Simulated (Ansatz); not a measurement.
**Al₂Cu: a changed input and its effect**

System: Al₂Cu (Ibam, 6 atoms in the cell).
Method of run A: DFT PBEsol, scalar-relativistic, plane waves, PAW, no spin polarisation (Ansatz 0.2.0).

The structure derives from an entry of the Crystallography Open Database. Text and figures count atoms from 1; the logs count them from 0 in places.

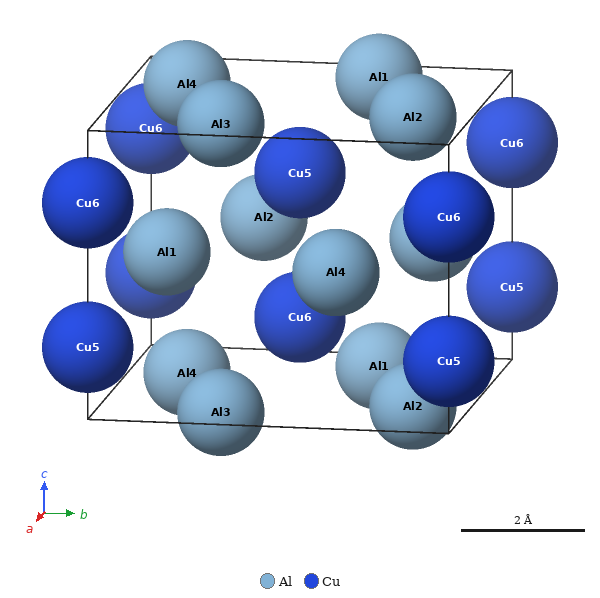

**Figure 1.** The structure (spheres-only view of the cell 2 times as large as that of the calculation, set on its symmetry axes, seen slightly off an axis; atoms are numbered from 1 in the order of the input). An atom can appear more than once, as a periodic image.

## Input, run A
```yaml
crystal:
  lattice:
    - [-2.9965506908, 2.8766886632, 2.4139243088]
    - [2.9965506908, -2.8766886632, 2.4139243088]
    - [2.9965506908, 2.8766886632, -2.4139243088]
  atoms:
    - { symbol: Al, position: [0.1593199577, 0.6593199577, 0.8186399154] }
    - { symbol: Al, position: [0.6593199577, 0.8406800423, 0.5] }
    - { symbol: Al, position: [0.8406800423, 0.3406800423, 0.1813600846] }
    - { symbol: Al, position: [0.3406800423, 0.1593199577, 0.5] }
    - { symbol: Cu, position: [0.75, 0.75, 0.0] }
    - { symbol: Cu, position: [0.25, 0.25, 0.0] }
basis:
  ecutwfc: 420
kpoints:
  mp_grid: { grid: [12, 12, 12] }
hamiltonian:
  xc: pbesol
scf:
  occupations: { method: gaussian, width: 0.15 }
output:
  forces: true
  stress: true
  eigenvalues: true
```

Launched with:
```bash
ansatz run input.yaml --threads 1 --pin off --max-ram 2560MiB --backend cpu --events-out ev --progress --plain --runs-dir out
```

Hardware: 1 thread of Intel Xeon @ 2.50GHz (Skylake/Cascade Lake), 192 GiB of memory available, shared host.

## Output, shortened to warnings, some set-up lines, iterations and results (run A)
```
Basis set: ecut = 420 eV, 1591 PW (Γ), exchange–correlation on 72×72×72 points (8 copies of the dense FFT grid, shifted against one another)
Symmetry: 8 space group operations
k-points: 280 of 1728
Initial density: superposition of atomic densities (neutral atoms: chi_scale 0, normalization atom), corrected by the library's trained network
[...]
SCF iter   1: F=—  HF=-15276.705013 eV  |F-HF|=—  |Δ(HF+E_count)|=         —  Δρ=5.62e-3  dr2=1.35e-2  ethr=1.77e-3  ⟨swp⟩=7.7  Hψ=42963  notcnv=0
SCF iter   2: F=—  HF=-15276.700444 eV  |F-HF|=—  |Δ(HF+E_count)|=   4.57e-3  Δρ=1.49e-3  dr2=4.47e-3  ethr=2.70e-5  ⟨swp⟩=2.4  Hψ=17275  notcnv=0
SCF iter   3: F=—  HF=-15276.699791 eV  |F-HF|=—  |Δ(HF+E_count)|=   6.53e-4  Δρ=1.02e-3  dr2=1.71e-3  ethr=8.94e-6  ⟨swp⟩=1.0  Hψ=8359  notcnv=0
SCF iter   4: F=—  HF=-15276.699318 eV  |F-HF|=—  |Δ(HF+E_count)|=   4.73e-4  Δρ=2.30e-4  dr2=1.14e-4  ethr=3.42e-6  ⟨swp⟩=2.0  Hψ=12603  notcnv=0
SCF iter   5: F=—  HF=-15276.699290 eV  |F-HF|=—  |Δ(HF+E_count)|=   2.80e-5  Δρ=4.07e-5  dr2=3.27e-6  ethr=2.27e-7  ⟨swp⟩=2.0  Hψ=12140  notcnv=0
SCF iter   6: F=—  HF=-15276.699289 eV  |F-HF|=—  |Δ(HF+E_count)|=   1.44e-6  Δρ=8.86e-6  dr2=4.78e-8  ethr=2.00e-10  ⟨swp⟩=6.7  Hψ=44144  notcnv=0
SCF iter   7: F=-15276.699289 eV  HF=-15276.699289 eV  |F-HF|=1.51e-8  |Δ(HF+E_count)|=  8.33e-10  Δρ=3.77e-6  dr2=8.49e-9  ethr=9.56e-11  ⟨swp⟩=1.4  Hψ=26343  notcnv=0
SCF 1 converged in 7 iterations: F = -15276.699289 eV  dr2 = 8.49e-9
SCF converged after 7 iterations
Free energy (F): -15276.699289 eV
Harris-Foulkes:  -15276.699289 eV  (|F-HF|=1.51e-8)
Internal energy: -15276.675681 eV  (E = F + TS)
E sigma→0 (E₀):  -15276.687485 eV
Entropy (-TS):   -0.023608 eV (-3.935 meV/atom)
Fermi energy:    11.253601 eV
--- Per-component energies (eV) ---
  E_band       = -896.264910
  E_kinetic    = 698.422685
  E_local      = -12196.576366  (includes V_loc(G=0)·N_el)
  E_nonlocal   = 812.714531
  E_hartree    = 5519.129912
  E_xc         = -341.060604
  E_vxc        = -354.548072  (∫ρ·V_xc dr)
  E_paw        = -5061.366526  (= ΣΔE_a)
  E_vpaw       = -894.548700  (= ΣTr[D̂ρ^β])
  E_aug_tail   = 0.000532  (compensation charges beyond the density's cutoff)
  E_ewald      = -4708.428806
  E_core_change = 0.488960  (= ΣΔE_core)
  E_smearing   = -0.023608  (= −TS)
  E_closure    = 0.000000  (closes the sum)
  Σ components = -15276.699289   (vs F -15276.699289, Δ=0.00e0)
--- Forces (eV/Å), atoms counted from 1 ---
  atom   1  Al     0.15355900    -0.12087315     0.00000000
  atom   2  Al    -0.15355900    -0.12087315     0.00000000
  atom   3  Al    -0.15355900     0.12087315     0.00000000
  atom   4  Al     0.15355900     0.12087315    -0.00000000
  atom   5  Cu    -0.00000000    -0.00000000     0.00000000
  atom   6  Cu     0.00000000     0.00000000     0.00000000
  max |Σ_I F_I| component: 5.55e-17 eV/Å
--- Stress (GPa, compression-positive) ---
        3.389955       0.000000       0.000000
        0.000000       8.996261      -0.000000
        0.000000      -0.000000       2.822164
  P = ⅓ Tr σ = 5.0695 GPa (50.695 kbar)
```

The input of run B differs as follows (lines with − go, lines with + come):
```diff
-    - [-2.9965506908, 2.8766886632, 2.4139243088]
-    - [2.9965506908, -2.8766886632, 2.4139243088]
-    - [2.9965506908, 2.8766886632, -2.4139243088]
+    - [-2.9965506908, 3.1164127184, 2.4139243088]
+    - [2.9965506908, -3.1164127184, 2.4139243088]
+    - [2.9965506908, 3.1164127184, -2.4139243088]
+  write_density: true
+  write_potential: true
+  elf: true
+  volumetric_format: npy
```

What does this change do to the results?

With the same functional and potentials, run B lies 3.4 meV per atom lower. The pressure goes from 5.07 to −3.81 GPa. The largest force goes from 0.195 to 0.122 eV/Å. The volume per atom goes from 13.87 to 15.03 Å³. The SCF takes 6 iterations against 7. The plane waves at Γ go from 1591 to 1753.

## Output, shortened to warnings, some set-up lines, iterations and results (run B)
```
Basis set: ecut = 420 eV, 1753 PW (Γ), exchange–correlation on 72×72×72 points (8 copies of the dense FFT grid, shifted against one another)
Symmetry: 8 space group operations
k-points: 280 of 1728
Initial density: superposition of atomic densities (neutral atoms: chi_scale 0, normalization atom), corrected by the library's trained network
[...]
SCF iter   1: F=—  HF=-15276.725131 eV  |F-HF|=—  |Δ(HF+E_count)|=         —  Δρ=4.77e-3  dr2=1.21e-2  ethr=1.77e-3  ⟨swp⟩=7.6  Hψ=42872  notcnv=0
SCF iter   2: F=—  HF=-15276.721124 eV  |F-HF|=—  |Δ(HF+E_count)|=   4.01e-3  Δρ=1.42e-3  dr2=5.08e-3  ethr=2.41e-5  ⟨swp⟩=2.4  Hψ=17100  notcnv=0
SCF iter   3: F=—  HF=-15276.720426 eV  |F-HF|=—  |Δ(HF+E_count)|=   6.98e-4  Δρ=9.27e-4  dr2=1.86e-3  ethr=1.02e-5  ⟨swp⟩=1.1  Hψ=8392  notcnv=0
SCF iter   4: F=—  HF=-15276.719928 eV  |F-HF|=—  |Δ(HF+E_count)|=   4.98e-4  Δρ=2.03e-4  dr2=2.29e-5  ethr=3.72e-6  ⟨swp⟩=2.0  Hψ=13019  notcnv=0
SCF iter   5: F=—  HF=-15276.719920 eV  |F-HF|=—  |Δ(HF+E_count)|=   7.90e-6  Δρ=3.47e-5  dr2=1.35e-6  ethr=4.58e-8  ⟨swp⟩=2.0  Hψ=11952  notcnv=0
SCF iter   6: F=-15276.719920 eV  HF=-15276.719920 eV  |F-HF|=1.70e-8  |Δ(HF+E_count)|=   3.87e-7  Δρ=6.50e-6  dr2=3.67e-8  ethr=2.00e-10  ⟨swp⟩=9.3  Hψ=61315  notcnv=0
SCF 1 converged in 6 iterations: F = -15276.719920 eV  dr2 = 3.67e-8
SCF converged after 6 iterations
Free energy (F): -15276.719920 eV
Harris-Foulkes:  -15276.719920 eV  (|F-HF|=1.70e-8)
Internal energy: -15276.697411 eV  (E = F + TS)
E sigma→0 (E₀):  -15276.708665 eV
Entropy (-TS):   -0.022510 eV (-3.752 meV/atom)
Fermi energy:    10.171203 eV
--- Per-component energies (eV) ---
  E_band       = -936.640728
  E_kinetic    = 690.956976
  E_local      = -12520.784604  (includes V_loc(G=0)·N_el)
  E_nonlocal   = 813.895511
  E_hartree    = 5663.402300
  E_xc         = -337.209405
  E_vxc        = -349.558823  (∫ρ·V_xc dr)
  E_paw        = -5062.869246  (= ΣΔE_a)
  E_vpaw       = -897.956377  (= ΣTr[D̂ρ^β])
  E_aug_tail   = 0.000513  (compensation charges beyond the density's cutoff)
  E_ewald      = -4524.578416
  E_core_change = 0.488960  (= ΣΔE_core)
  E_smearing   = -0.022510  (= −TS)
  E_closure    = 0.000000  (closes the sum)
  Σ components = -15276.719920   (vs F -15276.719920, Δ=0.00e0)
--- Forces (eV/Å), atoms counted from 1 ---
  atom   1  Al    -0.10538500     0.06221430     0.00000000
  atom   2  Al     0.10538500     0.06221430    -0.00000000
  atom   3  Al     0.10538500    -0.06221430     0.00000000
  atom   4  Al    -0.10538500    -0.06221430     0.00000000
  atom   5  Cu     0.00000000     0.00000000     0.00000000
  atom   6  Cu     0.00000000     0.00000000     0.00000000
  max |Σ_I F_I| component: 3.25e-19 eV/Å
--- Stress (GPa, compression-positive) ---
       -2.086986       0.000000       0.000000
        0.000000      -7.021414       0.000000
        0.000000       0.000000      -2.321309
  P = ⅓ Tr σ = -3.8099 GPa (-38.099 kbar)
```

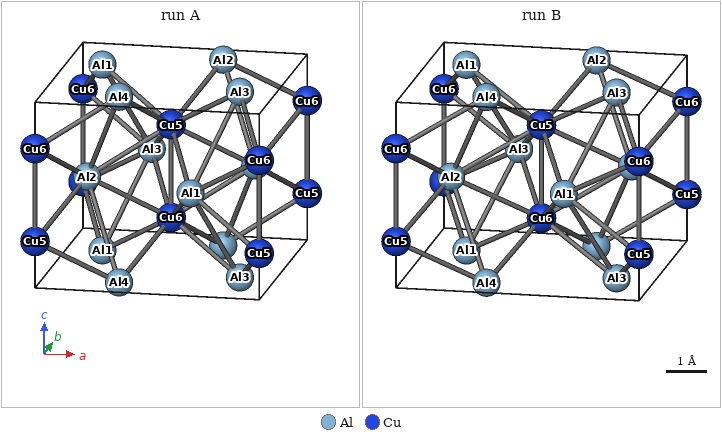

**Figure 2.** The two input geometries at one scale (ball-and-stick view of the cell 2 times as large as that of the calculation, set on its symmetry axes, seen slightly off an axis). The atoms keep their places relative to the cell (all moves are under 0.005 Å). The drawn cell changes as follows: a 5.753 → 6.233 Å (+8.3 %), b stays at 5.993 Å, c stays at 4.828 Å; the volume changes by +8.3 %. Among the contacts that change: Al1–Cu5 2.492 → 2.622 Å, Al1–Al3 2.647 → 2.755 Å.

## The two runs side by side

```csv
quantity,run A,run B
outcome,converged,converged
free energy per atom (eV),−2546.1165,−2546.1200
"energy per atom, smearing taken to zero (eV)",−2546.1146,−2546.1181
gap on the mesh (eV),0.00,0.00
pressure (GPa),5.07,−3.81
volume per atom (Å³),13.87,15.03
largest force (eV/Å),0.195,0.122
SCF iterations,7,6
irreducible k-points,280,280
plane waves at Γ,1591,1753
wall time (shared host),57 s,64 s
```
